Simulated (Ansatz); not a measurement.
## Single-point calculation of GaN

System: GaN (F-43m, 2 atoms in the cell).
Method: DFT PBE, scalar-relativistic, plane waves, PAW, no spin polarisation (Ansatz 0.2.0).

The structure derives from a Materials Project entry.

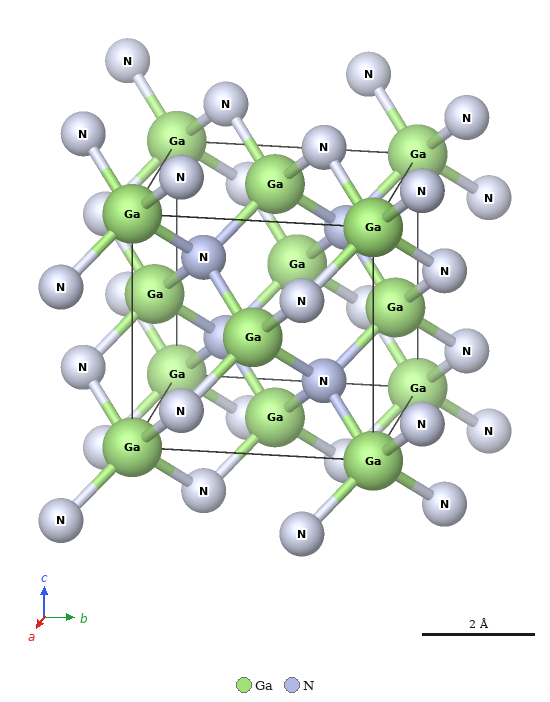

The structure as given in the input (ball-and-stick view of the cell 4 times as large as that of the calculation, set on its symmetry axes, seen at an oblique angle; neighbours outside the cell are drawn fainter).

Results in brief:

| quantity | value |
| --- | --- |
| outcome | converged |
| space group (tolerance 0.01 Å) | F-43m (216) |
| electrons treated | 18 |
| free energy | −4167.7866 eV |
| Fermi energy | 11.777 eV |
| gap on the k-point mesh | 2.14 eV |
| pressure | 19.98 GPa |
| largest force (length of the vector) | under 0.001 eV/Å |
| hardware | 1 thread of Arm Neoverse V1, 24 GiB of memory available, shared host |
| wall time | 1.5 s |
| peak memory | 0.28 GiB |

Notes:

The cell is under a pressure of 20.0 GPa at this level, so it is not at its equilibrium volume.

Input file:
```yaml
crystal:
  lattice:
    - [0.0, 2.2038556125, 2.2038556125]
    - [2.2038556125, 0.0, 2.2038556125]
    - [2.2038556125, 2.2038556125, 0.0]
  atoms:
    - { symbol: Ga, position: [0.0, 0.0, 0.0] }
    - { symbol: "N", position: [0.75, 0.75, 0.75] }
basis:
  ecutwfc: 420
kpoints:
  mp_grid: { grid: [10, 10, 10] }
hamiltonian:
  xc: pbe
scf:
  occupations: { method: gaussian, width: 0.02 }
output:
  forces: true
  stress: true
  eigenvalues: true
```

Run as:
```bash
ansatz run input.yaml --threads 1 --pin off --max-ram 2560MiB --backend cpu --events-out ev --progress --plain --runs-dir out
```

Output:
```
Engine: ansatz 0.2.0, aarch64-unknown-linux-gnu
Pseudopotentials: kind: paw
Pseudopotential: Ga, paw, valence charge 13, recommended cutoff 420 eV (normal), Ga.paw.azcp
Pseudopotential: N, paw, valence charge 5, recommended cutoff 420 eV (normal), N.paw.azcp
Functional definition: PBE
  parameter kappa = 0.804
  parameter beta = 0.06672455060314922
  exchange = pbe_x(kappa = kappa, mu = beta*pi^2/3)
  correlation = pbe_c(beta = beta)
Crystal: 2 atoms, lattice volume = 21.408 Å³
Basis set: ecut = 420 eV, 411 PW (Γ), exchange–correlation on 48×48×48 points (8 copies of the dense FFT grid, shifted against one another)
Bands: 13, of which v1, the nominal top of the filled ones, is band 9 counted from 1 (8 counted from 0)
Symmetry: 24 space group operations
Space group: F-43m (ITA 216), of the structure as read, at distance tolerance 2.8e-5 Å
k-points: 47 of 1000 (time reversal used)
Non-local potential: Ga, projectors of the file, l = 0: 2, l = 1: 2, l = 2: 3, l = 3: 1
Non-local potential: N, projectors of the file, l = 0: 2, l = 1: 2, l = 2: 1
PAW form: soft (Blöchl's): semilocal exchange-correlation on the pseudo side does not see the compensation charge
PAW one-centre angular grid: Ga, 590 points (default); XC on 64 Gauss nodes
PAW one-centre angular grid: N, 110 points (default); XC on 64 Gauss nodes
Initial density: superposition of atomic densities (neutral atoms: chi_scale 0, normalization atom), corrected by the library's trained network
Initial wavefunctions: pseudopotential atomic-orbital guess
Functional: x = pbe(κ = 0.804, μ = 0.2195149727645171), c = pbe(β = 0.06672455060314922)
SCF iter   1: F=—  HF=-4167.786272 eV  |F-HF|=—  |Δ(HF+E_count)|=         —  Δρ=8.15e-4  dr2=5.95e-5  ethr=1.77e-3  ⟨swp⟩=5.2  Hψ=3318  notcnv=0
preconditioner: auto → none  [insulator: Δε(μ)=2.144 eV  Ē_g=19.285 eV  σ=0.020 eV  W_gap=1.00  n_scr=8 (ndim 8)  ℏωp=34.0 eV  f_vac=0.000  D(μ)=0.00/eV (n_scr^D=0)  ε∞_Penn≈4.1]
SCF iter   2: F=—  HF=-4167.786579 eV  |F-HF|=—  |Δ(HF+E_count)|=   3.07e-4  Δρ=3.74e-4  dr2=1.12e-5  ethr=3.31e-7  ⟨swp⟩=2.3  Hψ=1470  notcnv=0
SCF iter   3: F=—  HF=-4167.786625 eV  |F-HF|=—  |Δ(HF+E_count)|=   4.55e-5  Δρ=1.53e-4  dr2=2.14e-6  ethr=6.22e-8  ⟨swp⟩=2.0  Hψ=1001  notcnv=0
SCF iter   4: F=—  HF=-4167.786634 eV  |F-HF|=—  |Δ(HF+E_count)|=   9.79e-6  Δρ=2.34e-5  dr2=8.36e-8  ethr=1.19e-8  ⟨swp⟩=2.0  Hψ=1034  notcnv=0
iter 5 did not close the SCF: its close was put off for the readings that it lacked (scf_convergence_deferred on its scf_iter line)
SCF iter   5: F=-4167.786634 eV  HF=-4167.786634 eV  |F-HF|=1.91e-9  |Δ(HF+E_count)|=   2.64e-8  Δρ=9.98e-6  dr2=7.52e-9  ethr=4.64e-10  ⟨swp⟩=2.0  Hψ=1031  notcnv=0
SCF iter   6: F=-4167.786634 eV  HF=-4167.786634 eV  |F-HF|=1.00e-11  |Δ(HF+E_count)|=   2.54e-9  Δρ=3.69e-7  dr2=1.32e-11  ethr=4.18e-11  ⟨swp⟩=2.0  Hψ=1890  notcnv=0
SCF 1 converged in 6 iterations: F = -4167.786634 eV  dr2 = 1.32e-11
  greatest PAW one-centre occupation: 0.995 electrons in one spin orbital (limit 2), on the Ga atom at site 0 (counted from 0), in its partial waves of l = 2
SCF converged after 6 iterations
Free energy (F): -4167.786634 eV
Harris-Foulkes:  -4167.786634 eV  (|F-HF|=1.00e-11)
Internal energy: -4167.786634 eV  (E = F + TS)
E sigma→0 (E₀):  -4167.786634 eV
Fermi energy:    11.776849 eV
--- Per-component energies (eV) ---
  E_band       = 11.028077
  E_kinetic    = 250.031585
  E_local      = -1897.070330  (includes V_loc(G=0)·N_el)
  E_nonlocal   = 474.516913
  E_hartree    = 877.824065
  E_xc         = -129.882028
  E_vxc        = -135.572126  (∫ρ·V_xc dr)
  E_paw        = -2120.012656  (= ΣΔE_a)
  E_vpaw       = -436.525947  (= ΣTr[D̂ρ^β])
  E_aug_tail   = 0.000011  (compensation charges beyond the density's cutoff)
  E_ewald      = -1623.194193
  E_smearing   = -0.000000  (= −TS)
  E_closure    = 0.000000  (closes the sum)
  Σ components = -4167.786634   (vs F -4167.786634, Δ=0.00e0)
--- Forces (eV/Å), atoms counted from 1 ---
  atom   1  Ga    -0.00000000     0.00000000     0.00000000
  atom   2  N      0.00000000    -0.00000000    -0.00000000
  max |Σ_I F_I| component: 1.85e-17 eV/Å
--- Stress (GPa, compression-positive) ---
       19.977461      -0.000000      -0.000000
        0.000000      19.977461       0.000000
       -0.000000       0.000000      19.977461
  P = ⅓ Tr σ = 19.9775 GPa (199.775 kbar)
--- Band table (eV; the first three rows and the last of 47) ---
  k-point 0: bands = ["-5.8204", "-2.8660", "-2.8660", "-2.8660", "-2.4759", "-2.4759", "10.7050", "10.7050", "10.7050", "12.8484", "21.4392", "21.4392", "21.4392"]
  k-point 1: bands = ["-5.6963", "-2.8496", "-2.8496", "-2.8309", "-2.4777", "-2.4777", "9.6248", "10.5889", "10.5889", "13.6608", "20.9384", "21.6155", "21.6155"]
  k-point 2: bands = ["-5.3765", "-2.8116", "-2.8116", "-2.6772", "-2.4765", "-2.4765", "7.7301", "10.3035", "10.3035", "14.7568", "20.1403", "21.8864", "21.8864"]
  k-point 46: bands = ["-4.4949", "-2.7066", "-2.6388", "-2.4816", "-2.4456", "-0.4684", "4.6887", "6.8106", "6.8222", "16.6557", "19.5356", "21.9632", "22.2151"]
```

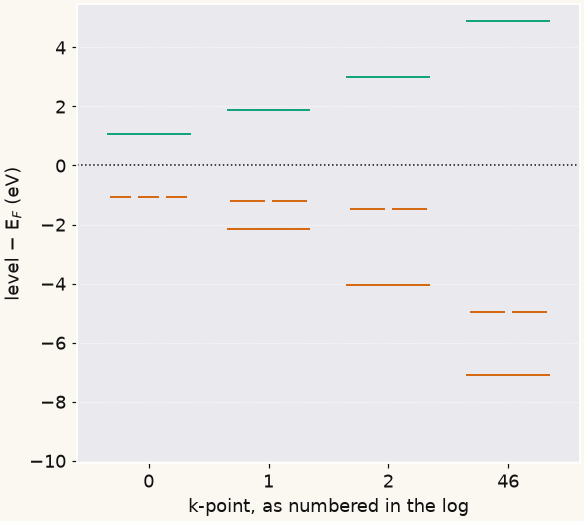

Kohn–Sham levels near the Fermi level (dotted) at the few k-points that the log prints; levels within 0.02 eV of each other stand side by side. Among these points the highest filled and lowest empty levels are 2.14 eV apart, which is the gap on the mesh.
